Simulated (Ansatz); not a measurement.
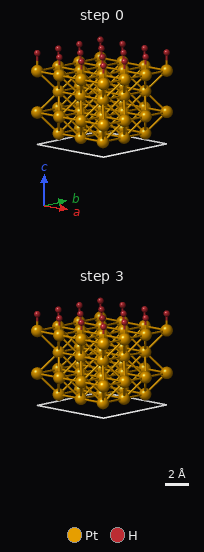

The structure of a slab of composition HPt4 (cut from the Fm-3m phase) before (top) and after (bottom) a constrained relaxation, at one scale.

Style: ball-and-stick. Shown: the 3 × 3 repeat of the cell, outlined in the plane, without the vacuum, from a free direction.

Case: H put at a top Pt site. The slab is the (1 0 0) face of Pt with H on it. 2 atoms are held fixed.

Computed with DFT PBEsol, scalar-relativistic, plane waves, PAW in Ansatz 0.2.0. Set-up: plane-wave cutoff 420 eV; k-point mesh 10 × 10 × 1; occupations gaussian; smearing width 0.1 eV; no spin polarisation; dipole correction; atoms relaxed in a fixed cell; force threshold 0.03 eV/Å; at most 70 steps.

### What changed between the two?

Over 3 geometry steps the energy falls by 0.133 eV per cell of the calculation. Largest force component: 2.2 eV/Å at the start, 0.011 eV/Å at the end. The atom that moves furthest is a Pt atom (0.11 Å along the normal (+c)). By element the largest moves are Pt 0.11 Å, H 0.01 Å. The cell doesn't change. Some distances before and after: H–Pt 1.680 → 1.559 Å, Pt–Pt 2.728 → 2.791 Å, Pt–Pt 2.753 → 2.770 Å.

Limits of the set-up: the periodic images lie only 2.8 Å apart, so the values are limited by the cell's size.
